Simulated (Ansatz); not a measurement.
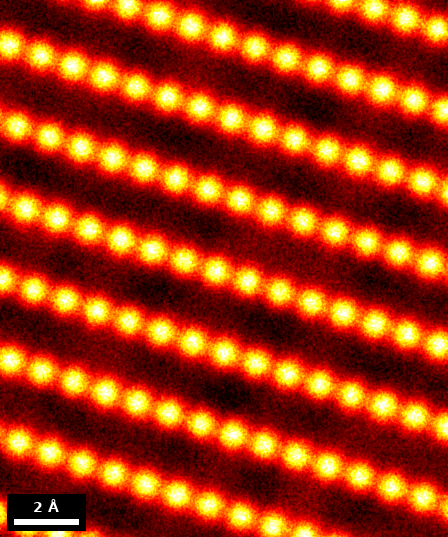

Z-contrast image of Lu (Fm-3m, No. 225). Simulated incoherent Z contrast: every atom adds Z^1.7 spread by a probe of 0.71 Å full width; channelling and multiple scattering are left out. The probe carries 25 % of its weight in a tail 2.5 times as wide. The display is stretched by a gamma of 0.8; percentages refer to the linear signal. Shot noise and the speckle of an amorphous layer were added. Model: the input geometry of an electronic-structure calculation (not necessarily at equilibrium); the starting structure was generated, so it need not be a known form of this composition.

```
Lu
1.0
     4.67977    0.00000    0.00000
     0.00000    4.67977    0.00000
     0.00000    0.00000    4.67977
Lu
4
Direct
  0.00000 0.00000 0.00000
  0.00000 0.50000 0.50000
  0.50000 0.00000 0.50000
  0.50000 0.50000 0.00000
```

Which beam direction gives this image, [001], [111], [210] or [211]? (Directions equivalent by symmetry count as one.)

[210]. The projected cells are 2.34 × 2.34 Å, 90° for [001]; 1.91 × 1.91 Å, 120° for [111]; 1.05 × 2.34 Å, 90° for [210]; 1.65 × 2.70 Å, 90° for [211], and the image repeats as the [210] one does.
